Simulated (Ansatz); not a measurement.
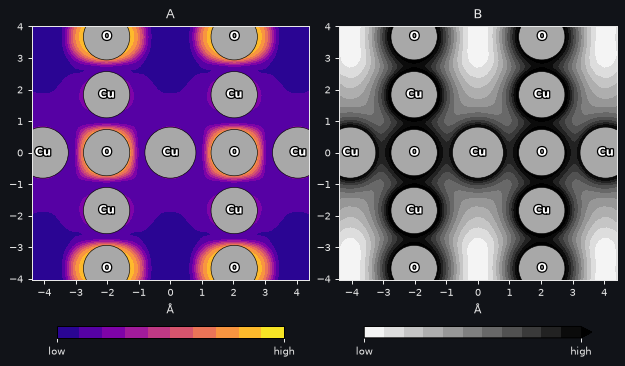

Cu₃O₂: 2 fields on the (100) plane of the conventional cell, with unlabelled colour scales. Grey discs cover the atomic cores.

Space group I4/mmm; a structure from a database of computed crystals, not necessarily the ambient phase; computed pressure about −2 GPa in this cell.

Method: Kohn-Sham DFT of a periodic cell, HSE06, Ansatz PAW in Ansatz 0.2.0.

Which field does each panel show? The fields are: electron localisation function and valence pseudo-density.

Panel A: electron localisation function. Panel B: valence pseudo-density. From the grid: Cu–O (1.84 Å): the density is about 0.83 e/Å³ at the midpoint; the ELF peaks at about 0.80 in the valence shell of O, 0.6 Å from its nucleus, and is about 0.20 at the midpoint: no shared electron pair shows on this line. Cu–O (2.02 Å): ρ at the midpoint is about 0.53 e/Å³; the ELF peaks at about 0.75 in the valence shell of O, 0.6 Å from its nucleus, and is about 0.20 at the midpoint (no localised pair shows between them).
